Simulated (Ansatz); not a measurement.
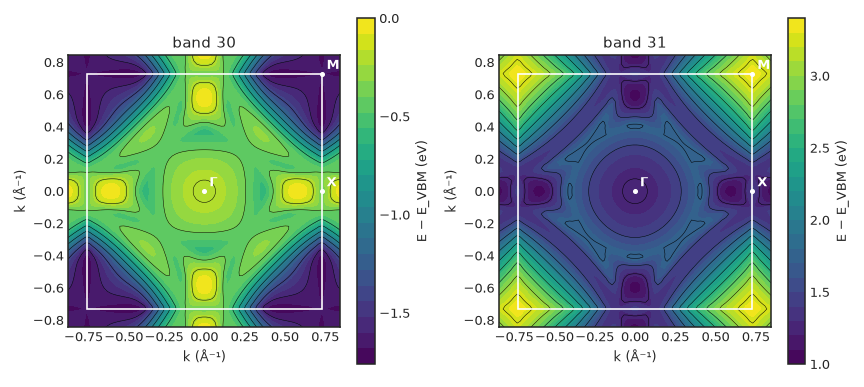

Two bands of one free-standing SnSe layer cut from the bulk crystal (space group of the slab cell P4/nmm) over the plane of the sheet: the highest mostly filled and the lowest mostly empty one.

Method: DFT PBE, scalar-relativistic, plane waves, PAW; levels and slopes on a dense k mesh at the converged density (Ansatz). No spin polarisation. Mesh 50×50×1, interpolated with the band slopes. Unrelaxed database geometry (largest force 0.4 eV/Å).

Give both levels and their distance at the named points.

| point | lower band (eV) | upper band (eV) | distance (eV) |
| --- | --- | --- | --- |
| Γ | −0.18 | 1.23 | 1.42 |
| M | −1.68 | 3.33 | 5.01 |
| X | −0.39 | 1.45 | 1.84 |

Where are the band edges of the whole zone?

The valence band has four equivalent maxima on the Γ–X line, principal masses 0.10 and 0.14 mₑ; the conduction band has four equivalent minima on the Γ–X line, principal masses 0.12 and 0.12 mₑ. The gap is direct, 1.05 eV at this level of theory (semilocal functionals give gaps that are too small, and can reorder valleys that lie close).

Spin-orbit coupling, left out here, can change the gap, its kind, the place of the band edges and the masses, since the compound holds Sn and Se.
